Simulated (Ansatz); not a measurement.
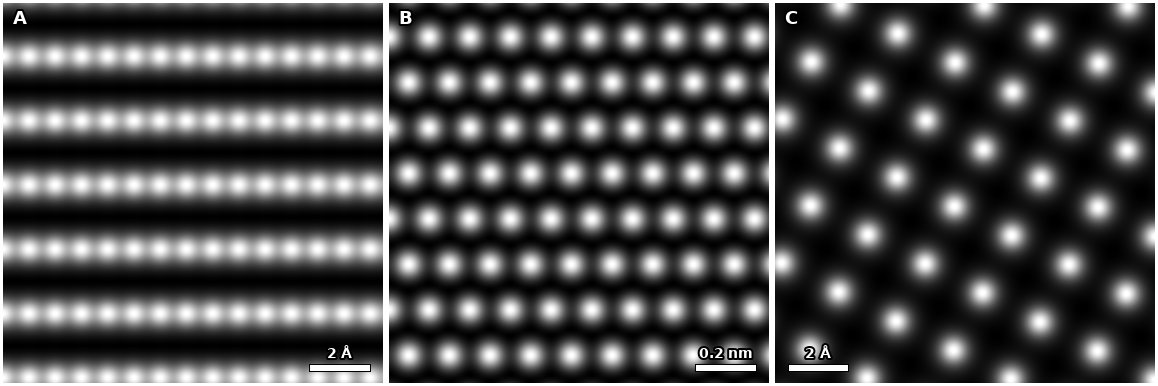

Three views of Pt (Im-3m, No. 229) along different zone axes. Simulated as the projected potential of neutral atoms (B = 0.5 Å²) blurred by a 0.50 Å probe, the thin-sample limit of integrated differential phase contrast. The display is stretched by a gamma of 0.8; percentages refer to the linear signal. Structure used: the input geometry of an electronic-structure calculation (not necessarily at equilibrium); the starting structure was generated, so it need not be a known form of this composition.

```yaml
crystal:
  lattice:
    - [3.11131, 0.00000, 0.00000]
    - [0.00000, 3.11131, 0.00000]
    - [0.00000, 0.00000, 3.11131]
  atoms:
    - { symbol: Pt, position: [0.00000, 0.00000, 0.00000] }
    - { symbol: Pt, position: [0.50000, 0.50000, 0.50000] }
```

**Match the panels to the zone axes [001], [210] and [211].**

A is [211]: projected cell 0.90 × 2.20 Å, 90°, plane group p2mm. B is [210]: projected cell 1.39 × 1.70 Å, 114°, plane group c2mm. C is [001]: projected cell 2.20 × 2.20 Å, 90°, plane group p4mm.
